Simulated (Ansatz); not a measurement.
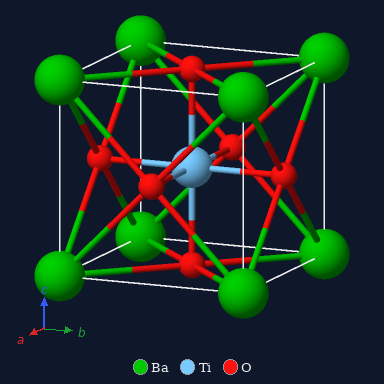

System: BaTiO₃, space group Pm-3m (No. 221) (cell built by us, not taken from a database). The picture shows the conventional cell.

Input file:
```
crystal:
  lattice:
    - [3.9943, 0.0, 0.0]
    - [0.0, 3.9943, 0.0]
    - [0.0, 0.0, 3.9943]
  atoms:
    - { symbol: Ba, position: [0.0, 0.0, 0.0] }
    - { symbol: Ti, position: [0.5, 0.5, 0.5] }
    - { symbol: O, position: [0.5, 0.5, 0.0] }
    - { symbol: O, position: [0.5, 0.0, 0.5] }
    - { symbol: O, position: [0.0, 0.5, 0.5] }
basis:
  ecutwfc: 500
kpoints:
  mp_grid: { grid: [8, 8, 8] }
hamiltonian:
  xc: r2scan
scf:
  occupations: { method: fixed }
output:
  eigenvalues: true
phonons:
  method: dfpt
  dielectric: true
  rigid_motions: translations
  eigenvectors: true
```

Launched with:
```bash
ansatz run input.yaml --threads 2 --pin off --max-ram 7168MiB --backend cpu --events-out ev --progress --plain --runs-dir out
```

Method: infrared-active and silent optical phonons at the zone centre of an insulator with atoms at rest in the given cell, intensity summed over the level, zero macroscopic field, imaginary frequencies are negative, field response on a mesh refined by the program; PAW (Ansatz 0.2.0). Level: r2SCAN, no spin polarisation.

- wave cutoff: 500 eV
- k mesh: 8×8×8
- occupations: fixed
- pressure: 0 GPa

Predict the infrared spectrum of the zone-centre phonons.

Three modes are imaginary, the softest at 226.5i cm⁻¹, so the structure is dynamically unstable. The strongest infrared line is at 179.8 cm⁻¹, followed by 472.5 (40 % of it).

```json
{"frequency (cm⁻¹)": "-226.5", "degeneracy": "3", "infrared ((D/Å)²/amu)": "247"}
{"frequency (cm⁻¹)": "179.8", "degeneracy": "3", "infrared ((D/Å)²/amu)": "8.06"}
{"frequency (cm⁻¹)": "299.3", "degeneracy": "3", "infrared ((D/Å)²/amu)": "0"}
{"frequency (cm⁻¹)": "472.5", "degeneracy": "3", "infrared ((D/Å)²/amu)": "3.21"}
```

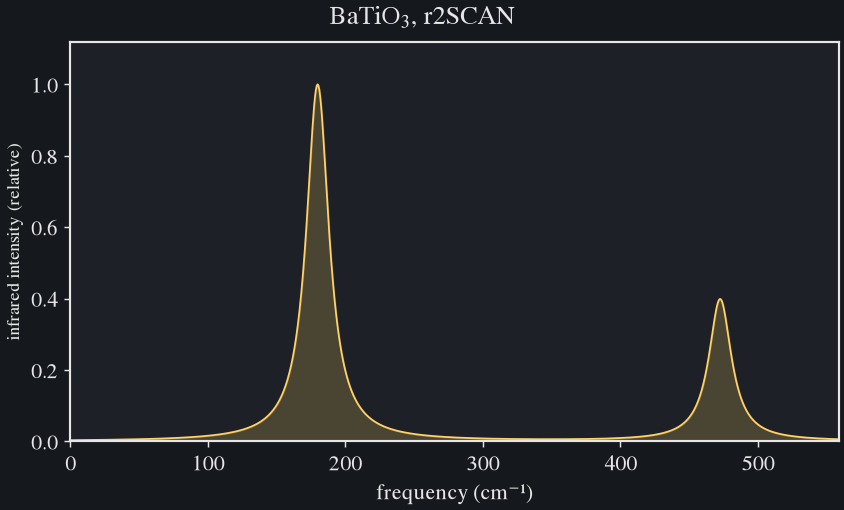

Lines are broadened by Lorentzians of 20 cm⁻¹ full width; the spectrum is scaled to its strongest line. These are zero-field (TO) frequencies; inactive modes don't show. Modes with imaginary frequency are left out of the spectrum.
